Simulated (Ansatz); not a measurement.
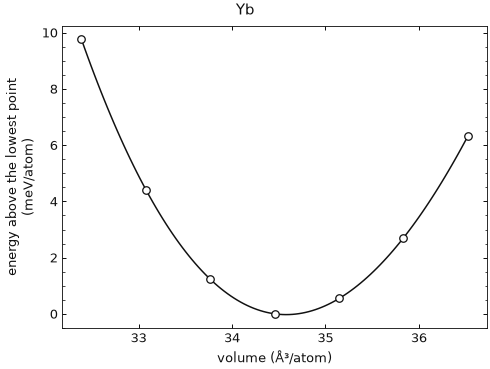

The figure shows the energy above the lowest point against volume for Yb, space group Im-3m (No. 229) (one of a set of cubic test structures, which need not be the stable phase).

Calculation (Ansatz 0.2.0 development build): equation of state of a cubic crystal from periodic Kohn-Sham density functional theory without spin, third-order Birch-Murnaghan fit to the free energies; pressure corrected for the finite basis. Level: PBE.

structure type bcc; atoms in cell 1; space group number 229; lattice centring body-centred primitive; k mesh 37×37×37; occupation method Fermi–Dirac; occupation width 0.06123 eV; wave cutoff 420 eV; datasets soft-1 PAW; density tolerance 1e−07 eV; bands 16; density cutoff ratio 4; search for lower states default.

From this curve and the settings, what does the calculation give for the pressure at the same points?

The pressure falls from 1.508 GPa at volume 32.39 Å³/atom to −1.001 GPa at 36.52 Å³/atom, and changes sign near 34.58 Å³/atom.

```tsv
volume (Å³/atom)	pressure (GPa)
32.39	1.508
33.08	0.980
33.77	0.510
34.46	0.070
35.15	-0.320
35.83	-0.680
36.52	-1.001
```

Keep in mind: cubic model structure, not the ambient form; semilocal functionals place the filled 4f shell too high and overbind.
